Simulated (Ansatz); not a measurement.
Single-point calculation, with input and output: Ga26Sb27 (charge −1) (part 2 of 3)

Continued. System: Ga26Sb27 (defect cell, 53 atoms in the cell, total charge −1). Method: DFT PBE, scalar-relativistic, plane waves, PAW, spin-polarised (Ansatz 0.2.0); cutoff 420 eV, 1×1×1 k-mesh, Gaussian smearing of 0.05 eV, collinear spins. The structure derives from an entry of the Crystallography Open Database.

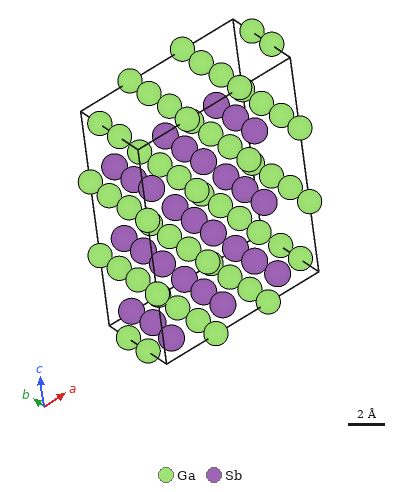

**Figure 1.** The structure as given in the input (spheres-only view of the cell of the calculation, seen slightly off an axis). An atom can appear more than once, as a periodic image.

## The program's output, continued
```
SCF iter   1: F=—  HF=-273424.865957 eV  |F-HF|=—  |Δ(HF+E_count)|=         —  Δρ=1.42e-2 (↑1.42e-2 ↓1.41e-2)  dr2=1.19e1  dr2_m=1.75e-2  M=0.249 μB ∫|m|=0.251 μB  β_m=0.30  ethr=1.59e-3  ⟨swp⟩=3.0  Hψ=4328  notcnv=0
preconditioner: auto → Kerker (q_TF=auto, 2.415 Å⁻¹)  [metal: Δε(μ)=0.007 eV  Ē_g=13.154 eV  σ=0.050 eV  W_gap=0.07  n_scr=338 (ndim 8)  ℏωp=20.6 eV  f_vac=0.007  D(μ)=86.34/eV (n_scr^D=868)]
spin=Collinear: Kerker preconditioning applied to the charge; magnetization (m = ρ↑ − ρ↓) channel mixes plain (no charge-response kernel on spin).
SCF iter   2: F=—  HF=-273424.096765 eV  |F-HF|=—  |Δ(HF+E_count)|=   7.69e-1  Δρ=1.11e-2 (↑1.11e-2 ↓1.11e-2)  dr2=7.53e0  dr2_m=8.68e-3  M=0.263 μB ∫|m|=0.265 μB  β_m=0.30  ethr=1.59e-3  ⟨swp⟩=2.0  Hψ=965  notcnv=0
SCF iter   3: F=—  HF=-273423.499665 eV  |F-HF|=—  |Δ(HF+E_count)|=   5.97e-1  Δρ=3.09e-3 (↑3.00e-3 ↓3.09e-3)  dr2=1.02e0  dr2_m=4.35e-3  M=0.264 μB ∫|m|=0.267 μB  β_m=0.30  ethr=1.01e-3  ⟨swp⟩=6.0  Hψ=1800  notcnv=0
SCF iter   4: F=—  HF=-273423.433824 eV  |F-HF|=—  |Δ(HF+E_count)|=   6.58e-2  Δρ=1.86e-3 (↑1.76e-3 ↓1.86e-3)  dr2=3.71e-1  dr2_m=2.17e-3  M=0.290 μB ∫|m|=0.294 μB  β_m=0.30  ethr=1.37e-4  ⟨swp⟩=2.0  Hψ=1534  notcnv=0  defer=118
SCF iter   5: F=—  HF=-273423.534447 eV  |F-HF|=—  |Δ(HF+E_count)|=   1.01e-1  Δρ=1.16e-3 (↑1.16e-3 ↓1.16e-3)  dr2=1.18e-1  dr2_m=1.08e-3  M=0.314 μB ∫|m|=0.317 μB  β_m=0.30  ethr=4.99e-5  ⟨swp⟩=2.0  Hψ=1018  notcnv=0  defer=118
SCF iter   6: F=—  HF=-273423.610435 eV  |F-HF|=—  |Δ(HF+E_count)|=   7.60e-2  Δρ=6.61e-4 (↑6.61e-4 ↓5.55e-4)  dr2=1.57e-2  dr2_m=5.40e-4  M=0.338 μB ∫|m|=0.342 μB  β_m=0.30  ethr=1.59e-5  ⟨swp⟩=2.0  Hψ=1278  notcnv=0  defer=118
SCF iter   7: F=—  HF=-273423.622930 eV  |F-HF|=—  |Δ(HF+E_count)|=   1.25e-2  Δρ=2.64e-4 (↑2.56e-4 ↓2.64e-4)  dr2=2.50e-3  dr2_m=2.76e-4  M=0.363 μB ∫|m|=0.368 μB  β_m=0.30  ethr=2.11e-6  ⟨swp⟩=2.0  Hψ=1522  notcnv=0  defer=118
SCF iter   8: F=—  HF=-273423.626101 eV  |F-HF|=—  |Δ(HF+E_count)|=   3.17e-3  Δρ=2.02e-4 (↑1.74e-4 ↓2.02e-4)  dr2=1.34e-3  dr2_m=1.50e-4  M=0.390 μB ∫|m|=0.395 μB  β_m=1.00  ethr=3.36e-7  ⟨swp⟩=2.0  Hψ=992  notcnv=0  defer=118
SCF iter   9: F=—  HF=-273423.626999 eV  |F-HF|=—  |Δ(HF+E_count)|=   8.98e-4  Δρ=7.53e-5 (↑6.64e-5 ↓7.53e-5)  dr2=3.69e-4  dr2_m=4.94e-5  M=0.490 μB ∫|m|=0.496 μB  β_m=1.00  ethr=1.80e-7  ⟨swp⟩=2.0  Hψ=1522  notcnv=0  defer=118
SCF iter  10: F=—  HF=-273423.627233 eV  |F-HF|=—  |Δ(HF+E_count)|=   2.34e-4  Δρ=8.62e-5 (↑7.60e-5 ↓8.62e-5)  dr2=2.79e-4  dr2_m=7.64e-5  M=0.612 μB ∫|m|=0.620 μB  β_m=1.00  ethr=4.96e-8  ⟨swp⟩=2.0  Hψ=1114  notcnv=0  defer=118
SCF iter  11: F=—  HF=-273423.627621 eV  |F-HF|=—  |Δ(HF+E_count)|=   3.88e-4  Δρ=9.82e-5 (↑9.03e-5 ↓9.82e-5)  dr2=7.88e-5  dr2_m=1.16e-4  M=0.761 μB ∫|m|=0.771 μB  β_m=1.00  ethr=3.76e-8  ⟨swp⟩=2.0  Hψ=1272  notcnv=0  defer=118
SCF iter  12: F=—  HF=-273423.628680 eV  |F-HF|=—  |Δ(HF+E_count)|=   1.06e-3  Δρ=1.15e-4 (↑1.07e-4 ↓1.15e-4)  dr2=2.39e-5  dr2_m=1.71e-4  M=0.940 μB ∫|m|=0.954 μB  β_m=1.00  ethr=1.06e-8  ⟨swp⟩=2.5  Hψ=1528  notcnv=0  defer=120
SCF iter  13: F=—  HF=-273423.629345 eV  |F-HF|=—  |Δ(HF+E_count)|=   6.65e-4  Δρ=1.33e-4 (↑1.26e-4 ↓1.33e-4)  dr2=2.35e-5  dr2_m=2.35e-4  M=1.152 μB ∫|m|=1.168 μB  β_m=1.00  ethr=3.22e-9  ⟨swp⟩=3.0  Hψ=1712  notcnv=0  defer=120
SCF iter  14: F=—  HF=-273423.630227 eV  |F-HF|=—  |Δ(HF+E_count)|=   8.82e-4  Δρ=1.51e-4 (↑1.42e-4 ↓1.51e-4)  dr2=3.70e-5  dr2_m=3.02e-4  M=1.390 μB ∫|m|=1.411 μB  β_m=1.00  ethr=3.16e-9  ⟨swp⟩=3.0  Hψ=1712  notcnv=0  defer=120
SCF iter  15: F=—  HF=-273423.631327 eV  |F-HF|=—  |Δ(HF+E_count)|=   1.10e-3  Δρ=1.68e-4 (↑1.50e-4 ↓1.68e-4)  dr2=1.47e-4  dr2_m=3.52e-4  M=1.646 μB ∫|m|=1.672 μB  β_m=1.00  ethr=3.16e-9  ⟨swp⟩=3.0  Hψ=1712  notcnv=0  defer=120
SCF iter  16: F=—  HF=-273423.632557 eV  |F-HF|=—  |Δ(HF+E_count)|=   1.23e-3  Δρ=1.73e-4 (↑1.50e-4 ↓1.73e-4)  dr2=2.55e-4  dr2_m=3.60e-4  M=1.903 μB ∫|m|=1.934 μB  β_m=1.00  ethr=3.16e-9  ⟨swp⟩=3.0  Hψ=1721  notcnv=0  defer=120
SCF iter  17: F=—  HF=-273423.633740 eV  |F-HF|=—  |Δ(HF+E_count)|=   1.18e-3  Δρ=1.62e-4 (↑1.39e-4 ↓1.62e-4)  dr2=2.74e-4  dr2_m=3.11e-4  M=2.141 μB ∫|m|=2.178 μB  β_m=1.00  ethr=3.16e-9  ⟨swp⟩=3.5  Hψ=1725  notcnv=0  defer=120
SCF iter  18: F=—  HF=-273423.634699 eV  |F-HF|=—  |Δ(HF+E_count)|=   9.59e-4  Δρ=1.40e-4 (↑1.18e-4 ↓1.40e-4)  dr2=2.55e-4  dr2_m=2.26e-4  M=2.341 μB ∫|m|=2.385 μB  β_m=1.00  ethr=3.16e-9  ⟨swp⟩=3.5  Hψ=1713  notcnv=0  defer=120
SCF iter  19: F=—  HF=-273423.635321 eV  |F-HF|=—  |Δ(HF+E_count)|=   6.22e-4  Δρ=9.87e-5 (↑9.87e-5 ↓9.56e-5)  dr2=7.04e-6  dr2_m=1.31e-4  M=2.495 μB ∫|m|=2.545 μB  β_m=0.30  ethr=3.16e-9  ⟨swp⟩=3.0  Hψ=1719  notcnv=0  defer=120
Mixer restart at iter 19: flushing history
spin-set hold released at iteration 19 (site moments' squared step at or under half its running peak, from the soft ceiling on): the magnetisation degrees of freedom join the quasi-Newton model from the next iteration; the mixer history was flushed
SCF iter  20: F=—  HF=-273423.635403 eV  |F-HF|=—  |Δ(HF+E_count)|=   8.22e-5  Δρ=8.78e-5 (↑8.78e-5 ↓8.71e-5)  dr2=6.02e-6  dr2_m=1.07e-4  M=2.525 μB ∫|m|=2.576 μB  β_m=0.59  ethr=9.47e-10  ⟨swp⟩=2.0  Hψ=1292  notcnv=0  defer=120
SCF iter  21: F=—  HF=-273423.635765 eV  |F-HF|=—  |Δ(HF+E_count)|=   3.62e-4  Δρ=5.12e-5 (↑4.67e-5 ↓5.12e-5)  dr2=2.38e-5  dr2_m=3.31e-5  M=2.648 μB ∫|m|=2.706 μB  β_m=0.82  ethr=8.08e-10  ⟨swp⟩=3.5  Hψ=1741  notcnv=0  defer=120
SCF iter  22: F=—  HF=-273423.635923 eV  |F-HF|=—  |Δ(HF+E_count)|=   1.58e-4  Δρ=1.16e-5 (↑7.73e-6 ↓1.16e-5)  dr2=1.02e-5  dr2_m=4.63e-7  M=2.783 μB ∫|m|=2.849 μB  β_m=0.79  ethr=8.08e-10  ⟨swp⟩=4.0  Hψ=2062  notcnv=0  defer=120
SCF iter  23: F=—  HF=-273423.635923 eV  |F-HF|=—  |Δ(HF+E_count)|=   5.44e-8  Δρ=6.40e-6 (↑5.52e-6 ↓6.40e-6)  dr2=3.12e-6  dr2_m=1.30e-7  M=2.797 μB ∫|m|=2.863 μB  β_m=0.67  ethr=8.08e-10  ⟨swp⟩=2.0  Hψ=1291  notcnv=0  defer=120
SCF iter  24: F=—  HF=-273423.635921 eV  |F-HF|=—  |Δ(HF+E_count)|=   1.72e-6  Δρ=4.50e-6 (↑3.02e-6 ↓4.50e-6)  dr2=1.18e-6  dr2_m=1.42e-7  M=2.800 μB ∫|m|=2.867 μB  β_m=0.83  ethr=4.19e-10  ⟨swp⟩=2.0  Hψ=1249  notcnv=0  defer=120
SCF iter  25: F=—  HF=-273423.635922 eV  |F-HF|=—  |Δ(HF+E_count)|=   7.29e-7  Δρ=9.62e-7 (↑9.62e-7 ↓8.90e-7)  dr2=3.53e-7  dr2_m=1.76e-9  M=2.793 μB ∫|m|=2.860 μB  β_m=0.92  ethr=1.59e-10  ⟨swp⟩=2.0  Hψ=1292  notcnv=0  defer=120
SCF iter  26: F=—  HF=-273423.635922 eV  |F-HF|=—  |Δ(HF+E_count)|=   3.82e-8  Δρ=4.91e-7 (↑4.66e-7 ↓4.91e-7)  dr2=3.76e-8  dr2_m=8.05e-10  M=2.794 μB ∫|m|=2.861 μB  β_m=0.95  ethr=1.34e-11  ⟨swp⟩=10.0  Hψ=4160  notcnv=0
SCF iter  27: F=-273423.635922 eV  HF=-273423.635922 eV  |F-HF|=1.05e-9  |Δ(HF+E_count)|=   1.53e-8  Δρ=2.60e-7 (↑2.60e-7 ↓2.55e-7)  dr2=5.72e-9  dr2_m=5.28e-10  M=2.794 μB ∫|m|=2.861 μB  ethr=5.05e-12  ⟨swp⟩=3.0  Hψ=2137  notcnv=0
SCF 1 converged in 27 iterations: F = -273423.635922 eV  dr2 = 5.72e-9
  greatest PAW one-centre occupation: 0.996 electrons in one spin orbital (limit 2), on the Sb atom at site 28 (counted from 0), in its partial waves of l = 2
SCF converged after 27 iterations
Magnetization: 2.7940 μB (373.3970 up, 370.6030 down)
Absolute magnetization: 2.8545 μB (∫|ρ↑−ρ↓|, with the PAW one-centre terms)
Spin contamination: 0.0581 ħ² per cell (⟨S²⟩ above its minimum at these occupations)
Per-site moments (μB) at R_I (Å): [(0.018072397087072943, 1.0979200359773724), (0.01810557480593428, 1.096940943666723), (0.018053423639633276, 1.0992075874107208), (0.009067379067147063, 1.0941869863114957), (0.017869679161446415, 1.0987837888380796), (0.017868110116444912, 1.0953950374694457), (0.01801102605143372, 1.0970611629395755), (0.020053893359338482, 1.0914683564559144), (0.017954982345845708, 1.0984878847303556), (0.009077434676971589, 1.09404314471069), (0.018050630366346243, 1.0988769289398477), (0.009056009845101475, 1.094130894451083), (0.009017735449155285, 1.0938841716503163), (0.013331537464030211, 1.0939376446294293), (0.017869509080117443, 1.0977197514324322), (0.013371065130949815, 1.093904065662181), (0.013366850052614301, 1.093949914741852), (0.018056358347073597, 1.095942674840665), (0.01783588238629933, 1.096024394591241), (0.019973102278604934, 1.0914773034037035), (0.017819980734259052, 1.0980278842599542), (0.013392047228574018, 1.0939901195102195), (0.013388157529517835, 1.0938505746757121), (0.020020901840993557, 1.0908521981817345), (0.01343810056918244, 1.0939777801920751), (0.020081344598575957, 1.0905307256655987), (0.10013263339419974, 1.0979200359773724), (0.05059829012350141, 1.09404314471069), (0.09910713382631414, 1.096940943666723), (0.05032943351849829, 1.094130894451083), (0.050223570744655305, 1.094132123768544), (0.020663089192457715, 1.0939376446294293), (0.09772542259379753, 1.0953950374694457), (0.020805880439483133, 1.0941620609156668), (0.020787947721620206, 1.0941511217097692), (0.05042485348994541, 1.094243504949442), (0.05028042601227209, 1.0941583860865036), (0.020621018956207018, 1.0940624111782806), (0.050035518905632174, 1.094294349436734), (0.02055800447304063, 1.0938841716503163), (0.020557146069208252, 1.0942175094363011), (0.02060328988932183, 1.093904065662181), (0.020592433588550098, 1.0946461247875328), (0.0206722379354427, 1.093949914741852), (0.09864597653560449, 1.095942674840665), (0.02066045543509095, 1.0941413292855946), (0.02076443056882657, 1.0943610468161311), (0.020625823720447824, 1.0939901195102195), (0.020587490818407186, 1.0947901839262706), (0.020599031581740552, 1.0938505746757121), (0.020770445537125433, 1.0941423571994844), (0.02077140390144109, 1.0939777801920751), (0.013949765152270206, 1.0905307256655987)]
Free energy (F): -273423.635922 eV
Harris-Foulkes:  -273423.635922 eV  (|F-HF|=1.05e-9)
Internal energy: -273423.576289 eV  (E = F + TS)
E sigma→0 (E₀):  -273423.606106 eV
Entropy (-TS):   -0.059633 eV (-1.125 meV/atom)
Fermi energy:    7.759608 eV
--- Per-component energies (eV) ---
  E_band       = -7001.095042
  E_kinetic    = 8644.851933
  E_local      = -104230.151908  (includes V_loc(G=0)·N_el)
  E_nonlocal   = 20846.162323
  E_hartree    = 47980.016675
  E_xc         = -5537.127275
  E_vxc        = -4111.037041  (∫ρ·V_xc dr)
  E_paw        = -175281.631851  (= ΣΔE_a)
  E_vpaw       = -24110.954118  (= ΣTr[D̂ρ^β])
  E_aug_tail   = -0.002698  (compensation charges beyond the density's cutoff)
  E_ewald      = -65845.693488
  E_smearing   = -0.059633  (= −TS)
  E_closure    = 0.000000  (closes the sum)
  E_deformation_potential = -12.874897  (in the stress; not in F)
  Σ components = -273423.635922   (vs F -273423.635922, Δ=0.00e0)
--- Forces (eV/Å), atoms counted from 1 ---
  atom   1  Ga    -0.02517115    -0.00478255     0.00246961
  atom   2  Ga     0.00717147     0.00636683    -0.00418314
  atom   3  Ga    -0.02183178     0.00963851    -0.01871497
  atom   4  Ga    -0.00320741     0.00879698     0.00920712
  atom   5  Ga    -0.00250912     0.00375145    -0.01799935
  atom   6  Ga    -0.01242869    -0.01425539    -0.00624744
  atom   7  Ga     0.00262676    -0.00338953    -0.00937082
  atom   8  Ga    -0.00528273     0.00941371     0.00434311
  atom   9  Ga     0.00622407    -0.01002908    -0.02651792
  atom  10  Ga     0.00282648    -0.00564794     0.00896156
  atom  11  Ga     0.00845550    -0.00812096    -0.02333016
  atom  12  Ga     0.01324967     0.01200796    -0.00729175
  atom  13  Ga    -0.01518482    -0.01281304    -0.01210152
  atom  14  Ga    -0.00076622    -0.00023964     0.00188071
  atom  15  Ga    -0.00959666    -0.00961245    -0.00392539
  atom  16  Ga     0.00345266     0.00079222     0.00016366
  atom  17  Ga     0.00075635     0.00784076    -0.00504161
  atom  18  Ga    -0.00076389     0.00464766    -0.01164106
  atom  19  Ga    -0.00367328     0.00466084    -0.01629072
  atom  20  Ga     0.00327737    -0.00596902    -0.00139122
  atom  21  Ga    -0.00370891    -0.00053837    -0.01133498
  atom  22  Ga     0.00792686    -0.00738703    -0.00439482
  atom  23  Ga    -0.00274148    -0.00223770    -0.00073832
  atom  24  Ga     0.00702346    -0.00142399    -0.00412182
  atom  25  Ga     0.00135370    -0.00136708    -0.00213075
  atom  26  Ga    -0.00432114    -0.00411326    -0.00664639
  atom  27  Sb     0.05094902     0.03147668     0.04968775
  atom  28  Sb     0.00212407    -0.00097821     0.01098115
  atom  29  Sb    -0.03350720    -0.03382332     0.05793684
  atom  30  Sb     0.00006991     0.01044893    -0.00780519
  atom  31  Sb    -0.01090154    -0.01177644     0.00612870
  atom  32  Sb     0.01806268    -0.00924003     0.00674442
  atom  33  Sb    -0.02013666     0.04563190    -0.01860893
  atom  34  Sb     0.01261230    -0.00310527    -0.00943552
  atom  35  Sb     0.00270651    -0.01441980    -0.00646291
  atom  36  Sb     0.01621845     0.01270096     0.01041986
  atom  37  Sb    -0.00239810    -0.01344383    -0.00194767
  atom  38  Sb    -0.01199516     0.01084963     0.00560157
  atom  39  Sb    -0.00483702     0.00336979    -0.01295140
  atom  40  Sb     0.00316172     0.00798257     0.00598300
  atom  41  Sb    -0.00177993    -0.00580817     0.00535620
  atom  42  Sb    -0.00473044     0.00481840     0.01387850
  atom  43  Sb    -0.00252530    -0.00193118     0.00213536
  atom  44  Sb    -0.00166948     0.00574537     0.01683512
  atom  45  Sb     0.03810947    -0.03369026    -0.00644086
  atom  46  Sb    -0.00568406     0.00331113     0.00586563
  atom  47  Sb    -0.00423938     0.00855961    -0.00332176
  atom  48  Sb    -0.00280618     0.00560802     0.00905169
  atom  49  Sb     0.00082591     0.00189238     0.00136699
  atom  50  Sb     0.00422212    -0.00175683     0.00775869
  atom  51  Sb    -0.00106761    -0.00589517     0.00879134
  atom  52  Sb     0.00358900     0.00765080     0.00721382
  atom  53  Sb     0.00246532    -0.00016358     0.00164341
  max |Σ_I F_I| component: 1.74e-5 eV/Å
--- Band table (eV) ---
```
